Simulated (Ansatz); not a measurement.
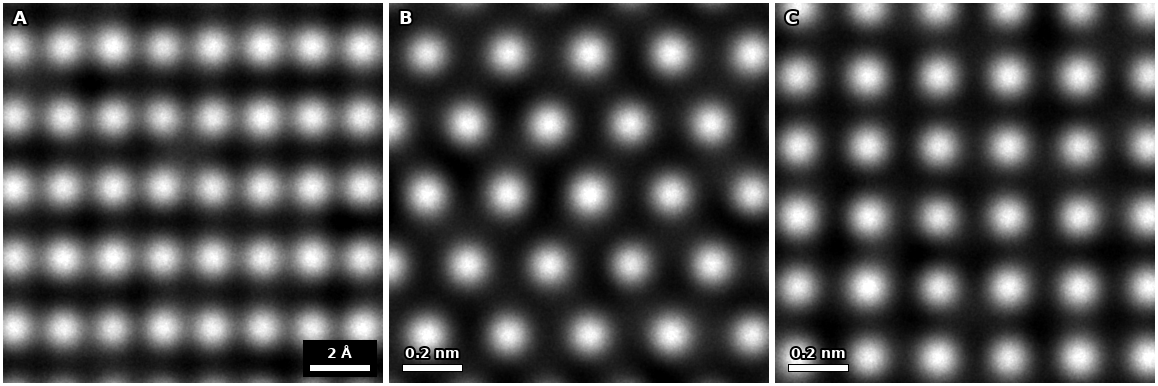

Three views of Ge (Im-3m, No. 229) along different zone axes. Simulated incoherent Z contrast: every atom adds Z^1.7 spread by a probe of 1.14 Å full width; channelling and multiple scattering are left out. The probe carries 15 % of its weight in a tail 2.5 times as wide. Shot noise and the speckle of an amorphous layer were added. Structure used: coordinates from a relaxation with Ansatz, DFT, revPBE, plane waves (420 eV) with PAW, scalar-relativistic; the starting structure was generated, so it need not be a known form of this composition.

```cif
data_structure
_symmetry_space_group_name_H-M 'P 1'
_symmetry_Int_Tables_number 1
_cell_length_a 3.4023
_cell_length_b 3.4023
_cell_length_c 3.4023
_cell_angle_alpha 90.000
_cell_angle_beta 90.000
_cell_angle_gamma 90.000
_cell_volume 39.38
loop_
_atom_site_label
_atom_site_type_symbol
_atom_site_fract_x
_atom_site_fract_y
_atom_site_fract_z
_atom_site_occupancy
Ge1 Ge 0.00000 0.00000 0.00000 1
Ge2 Ge 0.50000 0.50000 0.50000 1
```

Question: Match the panels to the zone axes [001], [110] and [111].

Answer: A is [110]: projected cell 1.70 × 2.41 Å, 90°, plane group p2mm. B is [111]: projected cell 2.78 × 2.78 Å, 120°, plane group p6mm. C is [001]: projected cell 2.41 × 2.41 Å, 90°, plane group p4mm.
